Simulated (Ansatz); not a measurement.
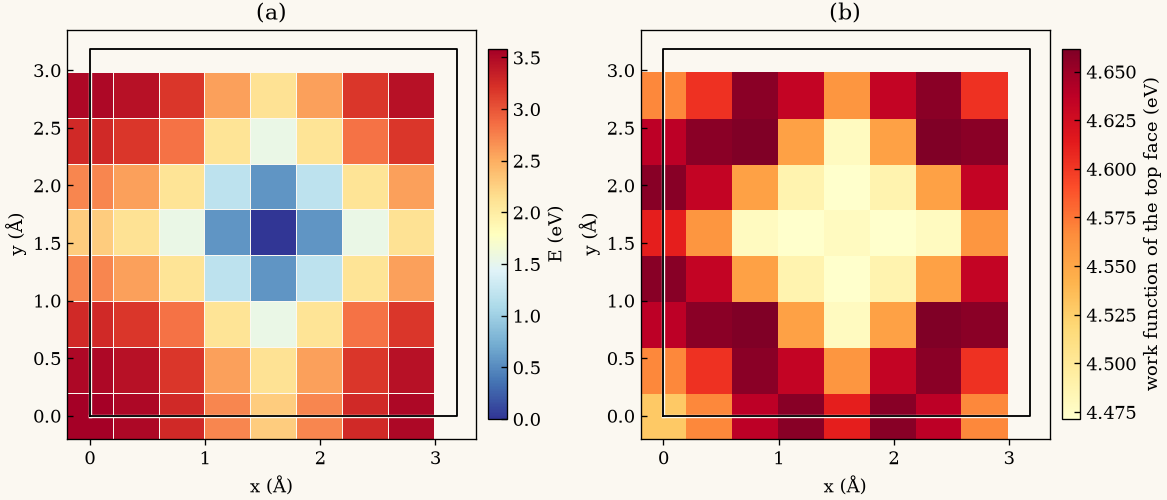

Si on a W(100) slab cut from the Im-3m phase, its upper half relaxed before the scan (16 atoms of substrate and one adsorbate in a 2 × 2 cell). Si is moved over the surface cell; relaxed at each place: the height of the adsorbate's atoms; substrate rigid; the origin of the map has the adsorbate above W13. Places are given modulo a cell vector. The map is drawn in real space over the plane of the surface. The scan uses an 8 × 8 grid; 15 points were computed and 49 follow by symmetry. Places are given in fractions of the 1 × 1 surface cell. Energies: eV, counted from the lowest grid point. Level of theory: DFT PBE, scalar-relativistic, plane waves, PAW (Ansatz 0.2.0). Settings: cutoff 420 eV, k-mesh 4×4×1, gaussian smearing 0.1 eV, no spin polarisation.

Panel (a) is the energy and panel (b) the computed work function of the top face on the same grid.

In the figure: one coloured cell a grid point, the outline of one cell of the plane.

Q: How does the work function of the top face vary over the map, and what is it at the lowest grid point?

A: It runs from 4.47 eV at (3/8, 4/8) of the cell vectors [nearest 2 W at 2.41 Å] to 4.66 eV at (2/8, 2/8) of the cell vectors [nearest 1 W at 2.30 Å]. At the lowest grid point, a fourfold hollow over a second-layer W atom, (4/8, 4/8) of the cell vectors, it is 4.48 eV.

PAW datasets: the set soft_1.
